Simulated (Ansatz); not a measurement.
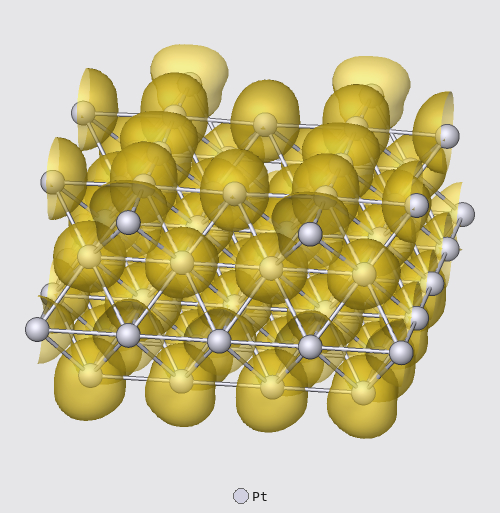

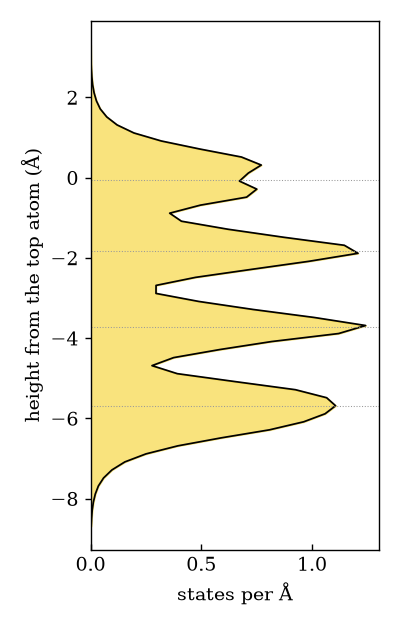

Density of all states between −0.50 and −0.25 eV (zero: the Fermi level) of Pt(100) (Fm-3m bulk, 4 atomic planes (those closer than 0.6 Å count as one), 6 Å) with one Pt vacancy in a 2 × 2 cell: yellow isosurface at 1.6 × 10⁻² e/Å³, seen from the side, tilted, and the full density summed over planes, the part near the nuclei included (dotted lines mark the atomic planes).

The first picture shows the smooth PAW orbitals' density alone, which lacks about 29 % of these states' charge, near the nuclei; the shares below count all of it.

Computed with Ansatz, DFT LDA, scalar-relativistic, plane waves, PAW. Cutoff 420 eV, 11 × 11 k-points, Gaussian smearing 0.1 eV, dipole correction. The slab is a cut without reconstruction beyond its cell, at the source's lattice constants, with its lower half held fixed and the rest relaxed. The defects repeat every 5.5 Å and interact, so states at the Fermi level and the work function belong to this dense array. No spin polarisation. Spin–orbit coupling is left out; with Pt it can shift levels and gaps. The run couldn't confirm all of its levels under its output density. The run warns that the functional's potential is rough in the thin density of the vacuum, where the tip is; weak contrasts and barriers may feel it.

```xyz
15
Lattice="5.5378 0.0000 0.0000 0.0000 5.5378 0.0000 0.0000 0.0000 23.8737" Properties=species:S:1:pos:R:3 pbc="T T T"
Pt    1.3844    1.3844    9.0000
Pt    1.3844    4.1533    9.0000
Pt    4.1533    1.3844    9.0000
Pt    4.1533    4.1533    9.0000
Pt    0.0000    0.0000   10.9579
Pt    0.0000    2.7689   10.9579
Pt    2.7689    0.0000   10.9579
Pt    2.7689    2.7689   10.9579
Pt    1.3562    1.3562   12.8621
Pt    1.3562    4.1816   12.8621
Pt    4.1816    1.3562   12.8621
Pt    4.1816    4.1816   12.8621
Pt    0.0000    2.7689   14.6169
Pt    2.7689    0.0000   14.6169
Pt    2.7689    2.7689   14.6846
```

> How is this energy window spread over the atomic planes?

The window holds 5.8 states per cell. Shares by plane (space cut midway between planes), top to bottom: Pt (3 atoms) 22 %, Pt (4 atoms) 24 %, Pt (4 atoms) 24 %, Pt (4 atoms) 30 %; the outer planes' shares include the vacuum, and density in a gap between layers is shared out between the planes on either side. The states spread through the slab.
